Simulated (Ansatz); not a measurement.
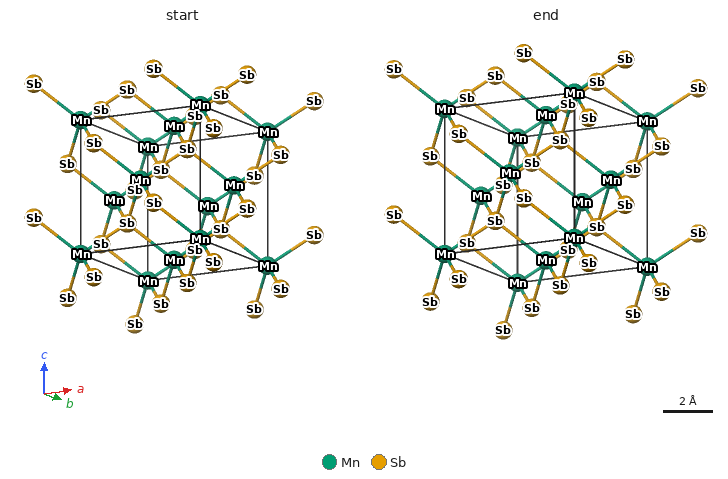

The structure of a crystal of MnSb (built on the zinc blende_216 type) (coarse preliminary run) before (left) and after (right) a relaxation, at one scale.

The picture is a ball-and-stick view of the conventional cell (4 times the calculation's cell), seen from a free direction. Lengths and directions refer to the drawn axes.

Case: zinc blende type (F-43m, No. 216).

The calculation used Ansatz, DFT PBE, scalar-relativistic, plane waves, PAW. Settings: plane-wave cutoff 420 eV; k-point mesh 6 × 6 × 6; occupations gaussian; smearing width 0.1 eV; collinear spin; cell and atoms relaxed; force threshold 0.04 eV/Å; at most 70 steps.

### What changed between the two?

The atoms keep their places relative to the cell (all moves are under 0.005 Å). The volume changes by +27.6 %, with a = b = c 5.696 → 6.177 Å (+8.5 %). Near-neighbour distances that change, for instance: Mn–Sb 2.466 → 2.675 Å. The space group stays F-43m (No. 216). Over 3 accepted moves (5 points after the start) the energy falls by 0.477 eV per cell of the calculation. All forces vanish by symmetry, so only the cell relaxes. Pressure: 13.92 GPa at the start and 0.04 GPa at the end. The SCF was repeated twice at an unchanged geometry on a basis and grid sized afresh for the cell, which shifted the energy by 6.7 meV per cell of the calculation at most. The run took 24 s on 1 thread of Arm Neoverse V2, with other jobs on the host, peak memory 0.34 GiB.
